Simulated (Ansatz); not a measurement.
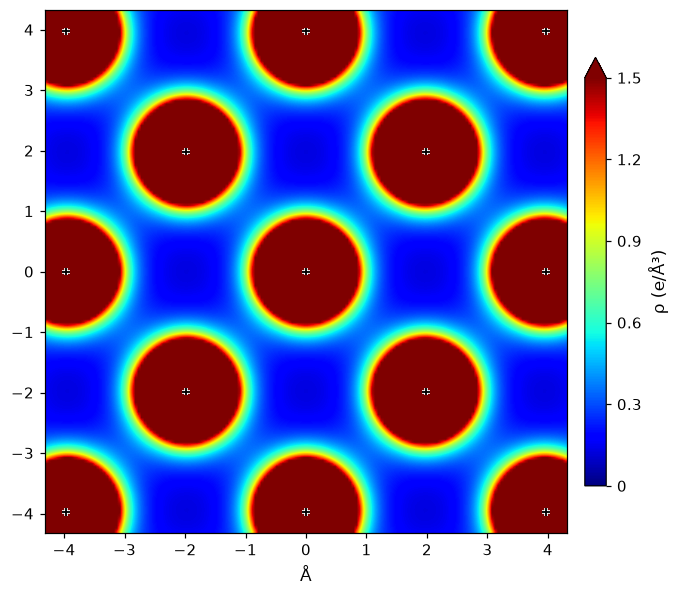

The valence charge density (pseudo) on a plane through atoms (crosses mark nuclei in the plane).

Theory: DFT PBE, scalar-relativistic, plane waves, PAW in Ansatz.

Candidates:
A. Pt, a = 3.97 Å, b = 3.97 Å, c = 3.97 Å, α = 90.00°, β = 90.00°, γ = 90.00°. Space group Fm-3m.
B. Si, a = 5.47 Å, b = 5.47 Å, c = 5.47 Å, α = 90.00°, β = 90.00°, γ = 90.00°. Space group Fd-3m.

Question: Which candidate gave the map?

Answer: Candidate A: Pt on the (001) plane of the conventional cell, which holds Pt. Pt–Pt (2.81 Å): ρ at the midpoint is about 0.35 e/Å³.
